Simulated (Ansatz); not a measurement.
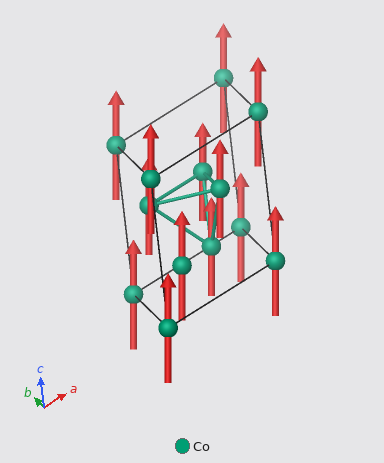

Drawn in the ball-and-stick manner and seen slightly off an axis. The simulation cell is outlined; an atom on or near a face, edge or corner is repeated at each equivalent position. Arrows are the site magnetic moments above 0.25 μB; longer means larger, and red and blue are up and down (without spin-orbit coupling the axis itself is arbitrary).

This is the state reached for Co. Results below were computed with Ansatz, DFT PBEsol, scalar-relativistic, plane waves, PAW; the settings were E_cut = 420 eV, k-points on a 14×14×14 grid, Gaussian smearing of 0.15 eV, collinear spins.

### How are the moments ordered?

Ferromagnetic (within this cell). Site moments: 6 Co +1.2 to +1.6 μB. The net spin moment of the whole cell is 7.7 μB.

Its origin is a structure listed in the Materials Project. The cell was then strained or its atoms displaced on purpose. A calculation with Ansatz used it as input.

At this level of theory the run's own cell isn't at rest (compressed, at 93 GPa), so its distances can differ from those at equilibrium, the more so the softer the solid, and its magnetic state may change on relaxation.
